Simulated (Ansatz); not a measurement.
The cell of ZnTe (F-43m, No. 216). Origin of the cell: the geometry relaxed with Ansatz, DFT PBEsol, scalar-relativistic, plane waves, PAW.

```
Zn Te
1.0
     6.06517    0.00000    0.00000
     0.00000    6.06517    0.00000
     0.00000    0.00000    6.06517
Zn Te
4 4
Cartesian
  0.0000 0.0000 0.0000
  0.0000 3.0326 3.0326
  3.0326 0.0000 3.0326
  3.0326 3.0326 0.0000
  1.5163 1.5163 4.5489
  1.5163 4.5489 1.5163
  4.5489 1.5163 1.5163
  4.5489 4.5489 4.5489
```

At each point the valence sum V of a Zn2+ ion is computed from the anions within 5 Å (s = exp((R0 − d)/b), R0 fitted to published crystal structures with b = 0.37 Å; R0: Zn2+–Te 2.430 Å). The other Zn2+ ions are ignored. This is an empirical screen for pathways, not an energy calculation.

> Along which directions could Zn2+ move by this screen (counting the regions that come within 0.6 Å of a Zn site)?

From a mismatch of about 0.75 v.u. the regions form a three-dimensional network. These are grid estimates, good to about 0.1 v.u.

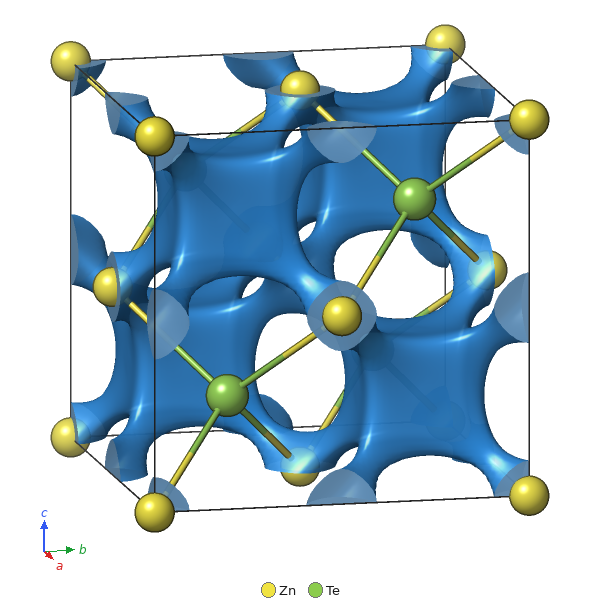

Bond-valence mismatch map for Zn2+ in ZnTe (F-43m, No. 216): the blue surface encloses the points where |V − 2| < 1 v.u. (1×1×1 cells, view slightly off an axis). Pale faces close the region where the drawn box cuts it. At this level they form a three-dimensional network.

> What is the valence sum at the Zn sites themselves?

2.35 v.u., against the formal 2.
